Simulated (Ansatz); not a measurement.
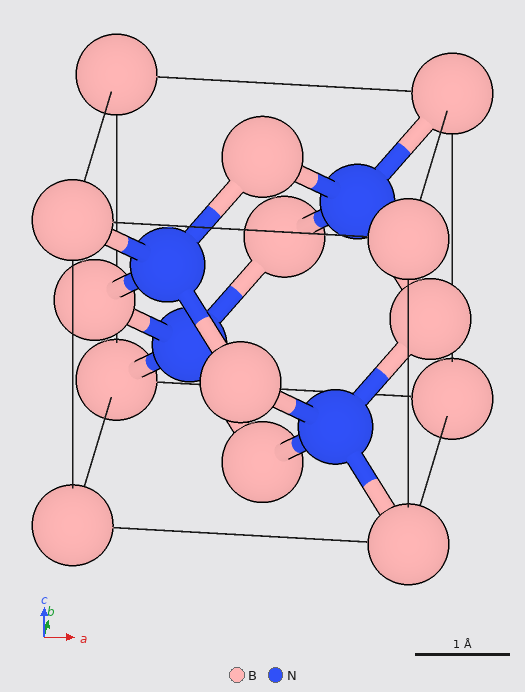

The starting point is a crystal of BN (built on the zincblende type) at its r2SCAN-relaxed geometry. The picture is a ball-and-stick view of the conventional cell (4 times the calculation's cell), seen from a free direction. Lengths and directions refer to the drawn axes.

Computed with DFT, r2SCAN, plane waves, PAW (Ansatz). Set-up: plane-wave cutoff 500 eV; k-point mesh 12 × 12 × 12; occupations fixed; no spin polarisation.

The variant: The cell is strained by +0.8 % along b and −2.0 % across it (volume −3.1 %). The atoms and the free axis were relaxed with r2SCAN under that strain, and this is a single point on that geometry.

> What does the calculation give for the changed structure?

Near-neighbour distances before and after: B–N 1.563 → 1.547 Å. The space group (tolerance 0.01 Å) goes from F-43m (No. 216) to I-4m2 (No. 119). It costs 14.2 meV per atom. Pressure: 0.0 GPa before, 13.3 GPa after. The principal stresses (compression positive) are 0.0 GPa along b and 19.9 GPa across it. All forces vanish by symmetry.

The changed structure in the same view:

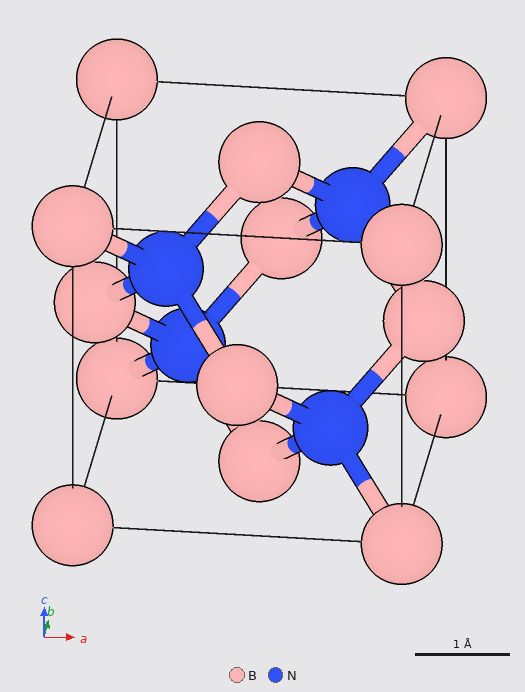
